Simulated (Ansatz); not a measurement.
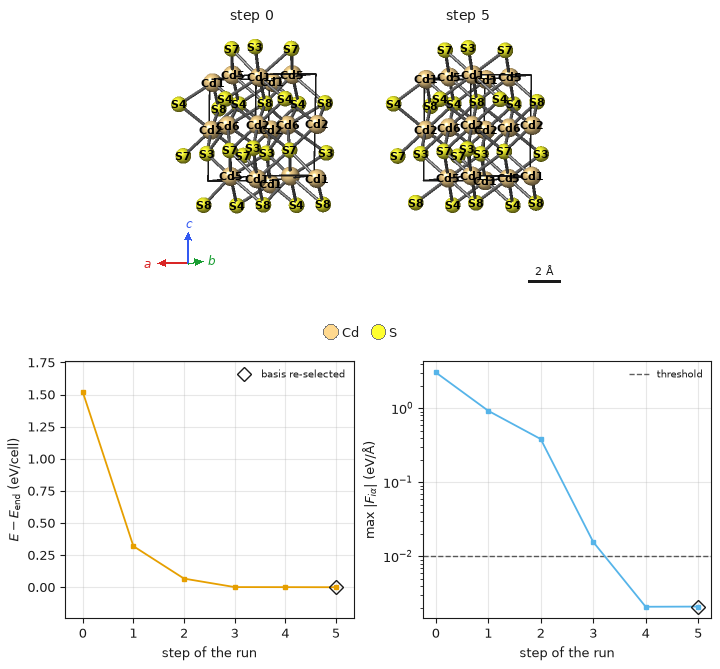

First and last geometry of a relaxation of crystalline CdS (built on the NiAs type), with the history of the run. The picture is a ball-and-stick view of the cell of the calculation, seen from a free direction.

Case: shaken.

The calculation used Ansatz 0.2.0, DFT, PBEsol, plane waves, PAW. Set-up: plane-wave cutoff 420 eV; k-point mesh 6 × 6 × 4; occupations fermi dirac; smearing width 0.05 eV; no spin polarisation; cell and atoms relaxed; force threshold 0.01 eV/Å; at most 120 steps.

> Did the run converge, and what did it change?

It converged. The energy falls by 1.521 eV per cell of the calculation in 4 accepted moves (5 points after the start). Largest force component: 3 eV/Å at the start, 0.0021 eV/Å at the end. Pressure: 7.59 GPa at the start and 0.00 GPa at the end. At 1 point the geometry stayed and the basis and grid were re-selected for the new cell (energy shift of 0.7 meV per cell of the calculation at most each time). Cd6 moves most relative to the cell: 0.40 Å roughly along [−3 0 −1]. By element the largest moves are Cd 0.40 Å, S 0.32 Å. Cell: a 3.788 → 3.813 Å (+0.7 %), b 7.476 → 7.614 Å (+1.9 %), c 6.388 → 6.364 Å (−0.4 %), α 89.1° → 90.0°, β 91.1° → 90.1°, γ 120.5° → 120.0°. Volume +2.6 %. Near-neighbour distances that change, for instance: Cd6–S8 2.152 → 2.713 Å, S3–Cd6 3.172 → 2.714 Å, Cd5–S8 3.124 → 2.714 Å, Cd2–S3 2.349 → 2.712 Å. Among the angles between lasting bonds that change: S3–Cd6–S8 159.0° → 180.0°, S3–Cd6–S8 109.6° → 90.8°, S4–Cd6–S7 161.8° → 179.9°. The space group (tolerance 0.01 Å) goes from P1 (No. 1) to Cmcm (No. 63).

```json
{"step": "0", "E − E(0), meV/atom": "0.00", "largest force component, eV/Å": "3.0442", "pressure, GPa": "7.59", "volume, Å³/atom": "19.485", "note": ""}
{"step": "1", "E − E(0), meV/atom": "-150.11", "largest force component, eV/Å": "0.9224", "pressure, GPa": "1.25", "volume, Å³/atom": "20.090", "note": ""}
{"step": "2", "E − E(0), meV/atom": "-181.69", "largest force component, eV/Å": "0.3830", "pressure, GPa": "0.73", "volume, Å³/atom": "19.920", "note": ""}
{"step": "3", "E − E(0), meV/atom": "-189.95", "largest force component, eV/Å": "0.0157", "pressure, GPa": "0.02", "volume, Å³/atom": "19.988", "note": ""}
{"step": "4", "E − E(0), meV/atom": "-190.00", "largest force component, eV/Å": "0.0021", "pressure, GPa": "0.00", "volume, Å³/atom": "19.992", "note": ""}
{"step": "5", "E − E(0), meV/atom": "-190.08", "largest force component, eV/Å": "0.0021", "pressure, GPa": "0.00", "volume, Å³/atom": "19.992", "note": "same geometry, new basis"}
```
